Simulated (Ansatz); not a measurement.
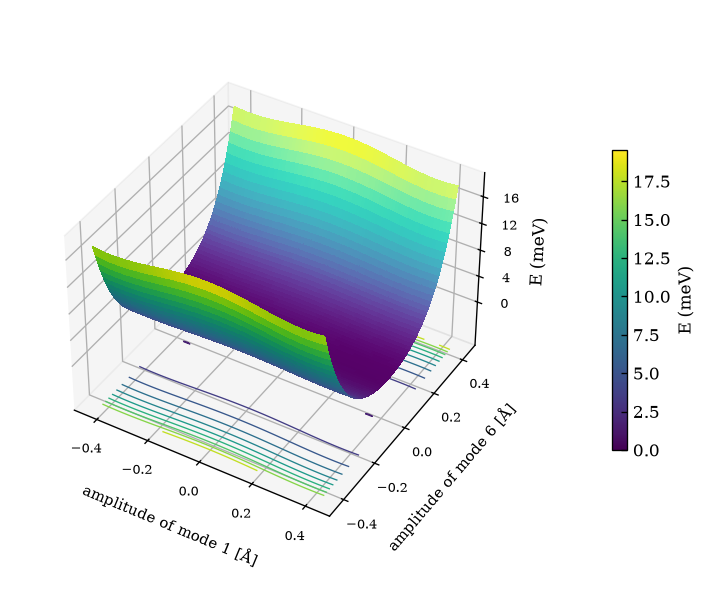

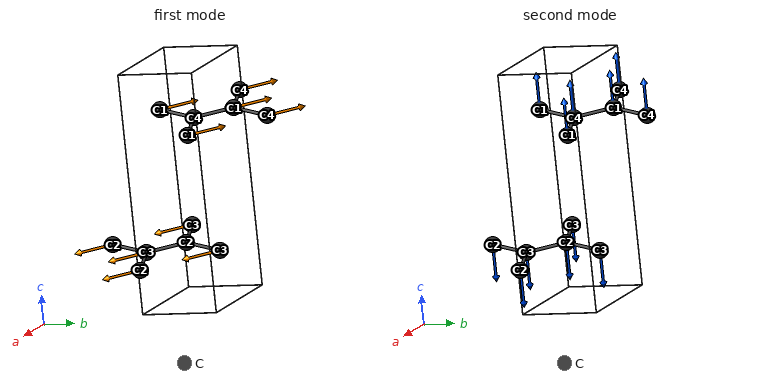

Energy landscape of C (Cmme, No. 67; 4 atoms in the cell). 
- The energy is mapped over two normal modes frozen in (zone-centre modes of the 4-atom cell of this scan).
- Coordinates scanned: (1) amplitude of mode 1 (5i cm⁻¹), largest displacement; (2) amplitude of mode 6 (24 cm⁻¹), largest displacement.
- Nothing is relaxed (the cell and all other modes fixed).
- The grid has 11 × 11 points; 66 points were computed and 55 follow by symmetry.
- Points are written as (first, second).
- Energies are in meV per cell, from the lowest grid point.
- The lowest point has no gap; 88 points of the grid have one on the k-mesh.
- Level of theory: DFT PBE, scalar-relativistic, plane waves, PAW (Ansatz 0.2.0). Settings: cutoff 520 eV, k-mesh 18×18×6 in the order of the run's cell vectors, gaussian smearing 0.15 eV, no spin polarisation.

In the figure: a relief with its contours projected below, any walls above the top of the colour scale cut off. Between grid points the surface is interpolated. The second picture is the reference structure; its two panels give the patterns of the first and the second mode as arrows.

> What does the map say about the system?

The lowest grid point is at (−0.342 Å, 0.000 Å); the map holds 2 wells of about this depth. It is the only kind of minimum in the scanned range. The highest grid point, (0.000 Å, 0.427 Å), lies 19.5 meV above the lowest. On the interpolated surface the easiest way out of the lowest well to a well of about the same depth near (0.342 Å, 0.000 Å) passes a barrier of about 0.13 meV.

Grid values (meV):

```csv
"second ↓, first →",−0.427,−0.342,−0.256,−0.171,−0.085,0.000,0.085,0.171,0.256,0.342,0.427
0.427,18.2,18.0,18.3,18.8,19.3,19.5,19.3,18.8,18.3,18.0,18.2
0.342,9.1,9.0,9.1,9.4,9.7,9.8,9.7,9.4,9.1,9.0,9.1
0.256,4.2,4.1,4.2,4.4,4.5,4.6,4.5,4.4,4.2,4.1,4.2
0.171,1.6,1.6,1.6,1.7,1.8,1.8,1.8,1.7,1.6,1.6,1.6
0.085,0.4,0.4,0.4,0.5,0.5,0.5,0.5,0.5,0.4,0.4,0.4
0.000,0.0,0.0,0.0,0.1,0.1,0.1,0.1,0.1,0.0,0.0,0.0
−0.085,0.3,0.3,0.4,0.4,0.5,0.5,0.5,0.4,0.4,0.3,0.3
−0.171,1.5,1.5,1.5,1.6,1.7,1.7,1.7,1.6,1.5,1.5,1.5
−0.256,4.0,3.9,4.0,4.2,4.3,4.4,4.3,4.2,4.0,3.9,4.0
−0.342,8.7,8.6,8.7,9.0,9.3,9.4,9.3,9.0,8.7,8.6,8.7
−0.427,17.4,17.2,17.5,18.1,18.6,18.7,18.6,18.1,17.5,17.2,17.4
```

The whole map (66 points run) took 7.7 min on 4 threads of Intel(R) Xeon(R) Platinum 8259CL CPU @ 2.50GHz (Skylake/Cascade Lake) (shared host).

PAW datasets: the set soft_1.
